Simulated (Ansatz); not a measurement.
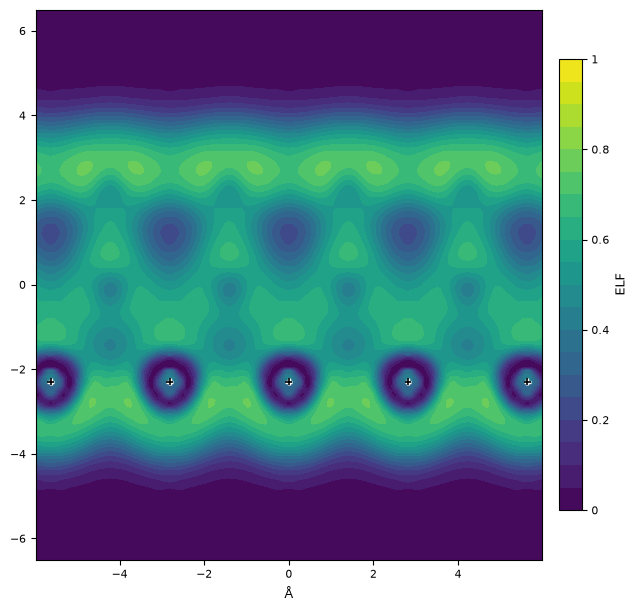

The electron localisation function on a plane through atoms (crosses mark nuclei in the plane).

Theory: DFT PBE+D3(BJ), scalar-relativistic, plane waves, PAW in Ansatz 0.2.0.

Candidates:
A. Al (slab), a = 5.63 Å, b = 5.63 Å, c = 20.60 Å, α = 90.00°, β = 90.00°, γ = 120.00°. 
B. C, a = 2.46 Å, b = 2.46 Å, c = 6.74 Å, α = 90.00°, β = 90.00°, γ = 120.00°. Space group P6₃/mmc.

> Which system is this?

Candidate A: Al on the (100) plane of the calculation cell, a cut from vacuum to vacuum, which holds Al. Al–Al (2.82 Å): the ELF peaks at about 0.70 between the atoms.
